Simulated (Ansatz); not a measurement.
System: AlAu2.

Input

```
crystal:
  lattice:
    - [-1.693510609, 1.693510609, 4.4569644475]
    - [1.693510609, -1.693510609, 4.4569644475]
    - [1.693510609, 1.693510609, -4.4569644475]
  atoms:
    - { symbol: Au, position: [0.3437272, 0.3437272, 0.0] }
    - { symbol: Au, position: [0.6562728, 0.6562728, 0.0] }
    - { symbol: Al, position: [0.0, 0.0, 0.0] }
hamiltonian:
  xc: r2scan
  pseudopotentials: { kind: paw }
kpoints:
  mp_grid: { grid: [11, 11, 11] }
scf:
  occupations: { method: fermi_dirac, width: 0.05 }
output:
  forces: true
  stress: true
  eigenvalues: true
  write_density: true
  write_potential: true
  elf: true
  volumetric_format: npy
```

Run with:

```sh
ansatz run input.yaml --threads 2 --pin off --max-ram 5632MiB --backend cpu --events-out ev --progress --plain --runs-dir out
```

Below, planes, directions and counts refer to the conventional cell (a = 3.39 Å, b = 3.39 Å, c = 8.91 Å, α = 90.00°, β = 90.00°, γ = 90.00°).

Space group I4/mmm; a structure from a database of computed crystals, not necessarily the ambient phase; computed pressure about −5 GPa in this cell.

All numbers below come from Kohn-Sham DFT of a periodic cell, r2SCAN, Ansatz PAW in Ansatz 0.2.0.

**What will maps of the valence pseudo-density and electron localisation function show?**

Al–Au (2.77 Å): ρ at the midpoint is about 0.3 e/Å³; the ELF is about 0.45 at the midpoint.
Au–Au (2.79 Å): ρ at the midpoint is about 0.35 e/Å³; the ELF is about 0.25 at the midpoint (no shared electron pair shows on this line).
Au–Au (2.92 Å): the density is about 0.27 e/Å³ at the midpoint; the ELF is about 0.20 at the midpoint (no localised pair shows between them).
Al–Au (3.06 Å): ρ at the midpoint is about 0.19 e/Å³, with its minimum of 0.17 e/Å³ about 1.3 Å from Al; the ELF is about 0.35 at the midpoint (no localised pair shows between them).

**Metal or insulator at this level of theory?**

It is gapless in this calculation (a metal or semimetal).

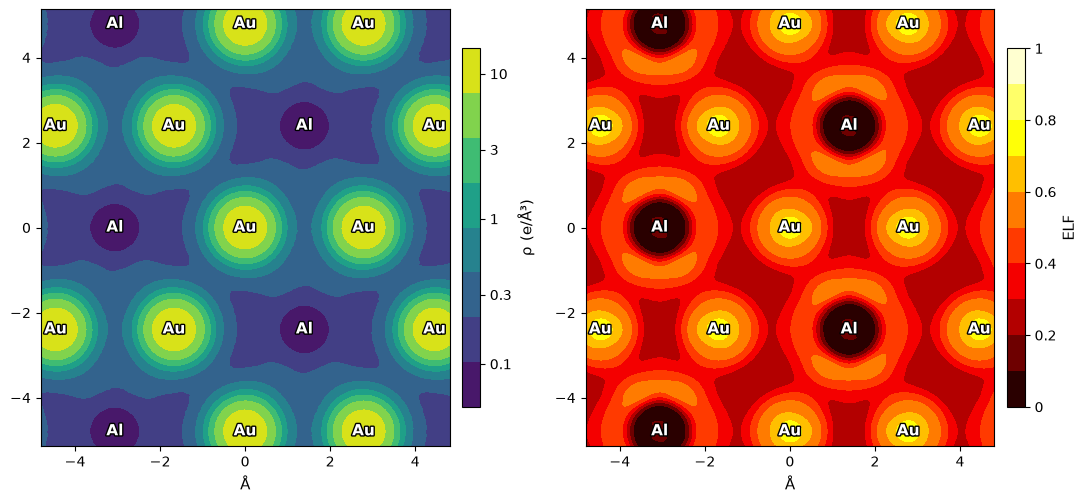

Computed valence pseudo-density and electron localisation function on the (11̄0) plane of the conventional cell, in this order. 

In a PAW calculation such maps are meaningful between the atoms, not at the nuclei.
